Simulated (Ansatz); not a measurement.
**Debugging a many-body input for GaAs (F-43m)**

A first try at the G0W0 gap of GaAs (F-43m), what the program said, and an input that works.

Program: Ansatz 0.2.0. Level of theory: G0W0 on PBE, plane waves, PAW. Results are calculated unless marked as measured.

## Step 1: The starting structure

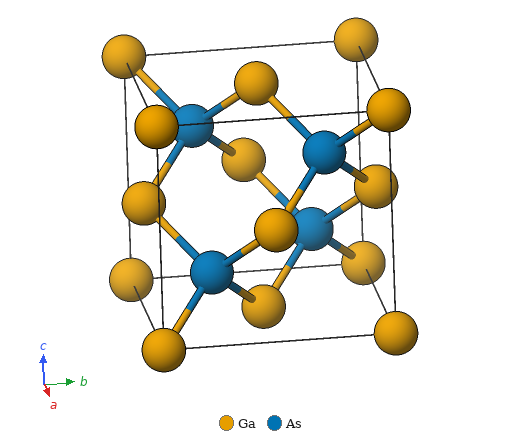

Start, viewed slightly off an axis; gallium orange, arsenic blue. This picture shows the conventional cell, with its axes. Bonds to atoms that aren't drawn are left out. Some periodic images of atoms are drawn too.

The cell and positions come from the Crystallography Open Database and are kept as given unless a step says otherwise. The default PAW set here is soft_2. Its files were made with PBE.

## Step 2: First try

File input.yaml:

```yaml
crystal:
  lattice:
    - [0.0, 2.82685, 2.82685]
    - [2.82685, 0.0, 2.82685]
    - [2.82685, 2.82685, 0.0]
  atoms:
    - { symbol: Ga, position: [0.0, 0.0, 0.0] }
    - { symbol: As, position: [0.25, 0.25, 0.25] }
kpoints:
  mp_grid: { grid: [4, 4, 4] }
hamiltonian:
  xc: pbe
scf:
  occupations: { method: fixed }
gw:
  n_empty_bands: 4
  ecut_chi: 60
  qp_bands: [v1, c9]
  qp_kpoints: band_edges
  screening: { model: contour_deformation }
```

Command:

```console
$ ansatz run input.yaml --threads 2 --pin off --max-ram 92160MiB --backend cuda --events-out ev --progress --plain --runs-dir out --devices 1 --max-vram 13GiB  # rebuilt from the run's record
```

Numbers of over 12 decimals in the logs are rounded to 6 here.

Log:

```text
Error: invalid value for `gw.qp_bands`: [v1, c9] must end among the 18 bands that are solved (gw.n_empty_bands), of which c4 is the highest
```

The job ended after 0.11 s (2 threads of AMD EPYC 7R13 (Zen 3), shared host; peak memory 0.11 GiB).

Q: What is the fault?

The input was rejected at the start.

The program's message: “Error: invalid value for `gw.qp_bands`: [v1, c9] must end among the 18 bands that are solved (gw.n_empty_bands), of which c4 is the highest”

The fault: window above the summed bands. Levels can be corrected only among the bands that are solved.

## Step 3: A better input

G0W0 replaces the xc potential by the self-energy, built once from these orbitals. Only a window of levels is corrected, while the sums run over the empty bands that the input names.

input.yaml, the sections that differ from step 2:

```yaml
kpoints:
  mp_grid: { grid: [6, 6, 6] }
gw:
  n_empty_bands: 47
  ecut_chi: 60
  qp_bands: [v2, c2]
  qp_kpoints: band_edges
  screening: { model: contour_deformation }
# crystal, hamiltonian, scf: as in step 2
```

Log:

```text
GPUs: using 1 of 1 available (devices: 1).
[...]
device memory: the entry about to start is reckoned to put 0.5 GiB on a device that reports 55.6 GiB free (of which the cap on the GPU budget leaves the run 13.0 GiB)
GPU FFT provider: cuFFT
GPU libraries: cuBLAS 13.8.2, cuFFT 12.4.0, cuSOLVER 12.3.4
Crystal: 2 atoms, lattice volume = 45.179 Å³
Basis set: ecut = 420 eV, 893 PW (Γ)
Bands: 18, of which v1, the nominal top of the filled ones, is band 14 counted from 1 (13 counted from 0)
Symmetry: 24 space group operations
[...]
k-points: 16 of 216 (time reversal used)
[...]
GPU buffer pool allocated for 19683 grid points (all kernels)
GPU transforms: local potential and band sums: pruned to the plane-wave sphere, on 25×27×27
[...]
SCF iter   1: F=—  HF=-8639.814969 eV  |F-HF|=—  |Δ(HF+E_count)|=         —  Δρ=1.49e-3  dr2=1.52e-3  ethr=1.77e-3  ⟨swp⟩=4.6  Hψ=1233  notcnv=0  defer=22
[...]
0    14      8.1914   -16.8644     1.4056   -15.3202  0.7512     8.0520     8.0529  root
     0    15      8.7049   -11.9698    -3.3125   -15.9847  0.7613     9.4538     9.4073  root ?
     0    16     11.9251    -7.8308    -4.0485   -12.1844  0.7453    12.2366    12.2302  root
     1    13      7.8111   -16.5264     1.4884   -14.8750  0.7487     7.6467     7.6480  root
     1    14      7.8111   -16.5264     1.4884   -14.8750  0.7487     7.6467     7.6480  root
     1    15      9.8235   -10.3908    -3.4695   -14.3606  0.7572    10.3597    10.3237  root
     1    16     12.4720    -7.9922    -4.2042   -12.5182  0.7395    12.8011    12.7938  root
     2    13      7.2651   -16.3203     1.6974   -14.4246  0.7441     7.0648     7.0669  root
[...]
12    13      5.5145   -15.6699     2.3524   -13.0179  0.7213     5.2084     5.2149  root
    12    14      5.5145   -15.6699     2.3524   -13.0179  0.7213     5.2084     5.2149  root
    12    15      9.6578    -6.8746    -3.5595   -10.4497  0.7671     9.6734     9.6734  root
    12    16      9.8514    -8.1811    -3.5421   -11.9064  0.7617    10.0364    10.0346  root
[key lines of the parts left out:]
SCF converged after 6 iterations
Free energy (F): -8639.814013 eV
Fermi energy:    8.191395 eV
```

The job ended after 10 s (1 × NVIDIA H100 80GB HBM3 (shared by 6 runs) with 2 threads; peak memory 1 GiB; 10 s of CPU time).

The column dr2 measures how far the density is from self-consistency, as an energy; F and HF (Harris–Foulkes) agree once it is small.

Numbers from this step:

```
bands summed                                 : 61
RPA ε∞ on this mesh (eigenvalues)            : 50.52, 50.52, 50.52
plane waves in the screening matrix          : 59
q-points in the mesh                         : 216
G0W0 gap on the mesh                         : 1.354 eV
k of the valence top                         : 0, 0, 0
k of the conduction bottom                   : 0, 0, 0
starting gap on the mesh                     : 0.5135 eV
Z at the valence top                         : 0.7512
Z at the conduction bottom                   : 0.7613
least direct G0W0 gap on the computed points : 1.354 eV
```

The gap on the mesh goes from 0.51 eV to 1.35 eV, a correction of +0.84 eV. The program marks an edge row as in doubt. Between the two edge states, bare exchange in place of the xc potential would open the gap by 5.56 eV, and correlation takes back 4.72 eV.

## Step 4: Summary of results

```
first try  : refused after 0.11 s
better run : G0W0 gap on the mesh 1.35 eV (6×6×6 mesh, 47 empty bands, screening to 60 eV)
```

**Reading.** The second run differs in: mesh, empty bands and levels asked. Bands and cutoff are finite, so the gap is not at the basis limit. The miss can reach some tenths of an eV and take either sign; the mesh is an error of its own. The 6×6×6 mesh is coarse for this cell (its supercell is 24 Å along the shortest edge). The RPA ε∞ on it, from the PBE start, is 50.52; such meshes misread the long-range screening, most where the gap is narrow. The RPA ε∞ on this mesh reaches over 25; with a narrow direct gap a coarse mesh can overstate it, and the correction is then too small. The many-body steps are scalar-relativistic: spin-orbit coupling is not in them. The program marks a band-edge row as in doubt, so the gap is less sure than its digits.

[Paths, hosts, dates, memory and timing lines, banners, echoed tables and standing remarks are left out of the program output.]

[Logs are printed without paths, hosts, clocks, repeated set-up lines and the standing remarks that a program may print on its own settings, such as how far it seeks lower states.]

[Runs of the session that timed out or met a known fault of the program may be left out.]

[Cells called generated may have been cut or substituted from an entry of the Crystallography Open Database or the Materials Project.]

[Hosts, paths, dates, database ids (printed as entryN), source tags and the programs' standing remarks are cut or masked in the printed files.]
